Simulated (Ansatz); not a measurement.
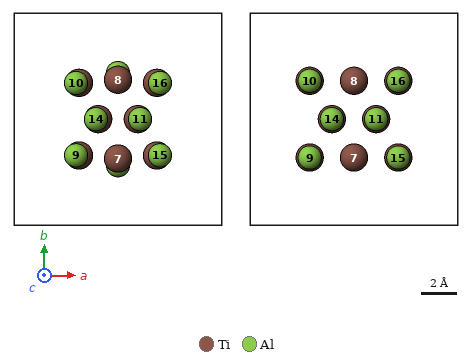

Two geometries of a wire of composition TiAl, drawn at one scale. One is the start of a relaxation, the other its converged end. Style: spheres-only. Shown: the cell of the calculation, with the vacuum cut short, along the c axis.

These are results of Ansatz 0.2.0, DFT PBE, scalar-relativistic, plane waves, PAW, not measurements. Set-up: plane-wave cutoff 420 eV; k-point mesh 1 × 1 × 10; occupations gaussian; smearing width 0.05 eV; no spin polarisation; cell relaxed at fixed a, b, alpha, beta, gamma; force threshold 0.02 eV/Å; at most 45 steps.

Question: Which geometry has the lower energy?

Answer: The left one is the relaxed one. Case: wire along [1 1 1], 16 atoms a period. The largest moves relative to the centre of the atoms, 0.45 Å, are those of Al atoms. Largest moves by element: Al 0.45 Å, Ti 0.38 Å. Along the periodic axis the drawn cell goes c 5.519 → 5.467 Å (−0.9 %). Near-neighbour distances that change, for instance: Ti–Ti 3.186 → 2.575 Å, Al–Al 3.186 → 2.798 Å, Ti–Ti 3.186 → 2.834 Å, Ti–Ti 3.186 → 2.908 Å. New bonds form, among them: Ti–Ti (3.19 → 2.58 Å). Among the angles between lasting bonds that change: Ti–Al–Ti 180.0° → 154.5°, Al–Ti–Al 70.5° → 91.3°, Ti–Al–Ti 109.5° → 93.2°. Over 7 accepted moves (8 points after the start) the energy falls by 1.913 eV per cell of the calculation. Largest force component: 1.2 eV/Å at the start, 0.019 eV/Å at the end. At 1 point the geometry stayed and the basis and grid were re-selected for the new cell (energy shift of 0.5 meV per cell of the calculation at most each time).

Limits of the set-up: the k-point mesh is coarse for a cell with partly filled bands.
